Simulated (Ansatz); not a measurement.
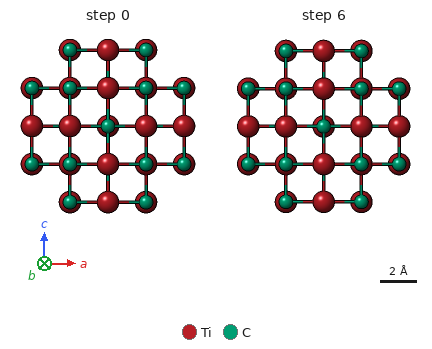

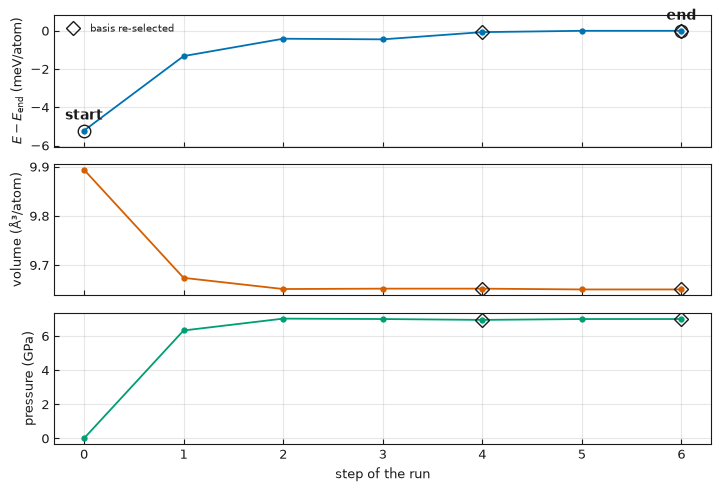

First and last geometry of a relaxation of crystalline TiC (set up in Fm-3m), with the history of the run. The picture is a ball-and-stick view of the conventional cell (4 times the calculation's cell), seen along the b axis. Lengths and directions refer to the drawn axes.

Case: relaxed at 7 GPa.

These are results of Ansatz, DFT PBEsol, scalar-relativistic, plane waves, PAW, not measurements. Set-up: plane-wave cutoff 420 eV; k-point mesh 16 × 16 × 16; occupations fermi dirac; smearing width 0.15 eV; target pressure 7 GPa; no spin polarisation; cell and atoms relaxed; force threshold 0.001 eV/Å; at most 60 steps.

### What do the curves and the structures tell?

It converged. Over 4 accepted moves (6 points after the start) the energy rises by 5.2 meV per atom. With the target pressure of 7 GPa, the enthalpy E + pV changes by −5.4 meV per atom. All forces vanish by symmetry, so only the cell relaxes. Pressure: 0.01 GPa at the start and 7.00 GPa at the end. At 2 points the geometry stayed and the basis and grid were re-selected for the new cell (energy shift of 0.4 meV per atom at most each time). No atom moves by more than 0.005 Å relative to the cell. The drawn cell changes as follows: a = b = c 4.294 → 4.258 Å (−0.8 %); the volume changes by −2.5 %. Among the contacts that change: Ti–Ti 3.036 → 3.011 Å, C–Ti 2.147 → 2.129 Å. The space group stays Fm-3m (No. 225). The run took 12 s on 1 thread of Intel(R) Xeon(R) Platinum 8488C (Sapphire Rapids), with other jobs on the host, peak memory 0.41 GiB.
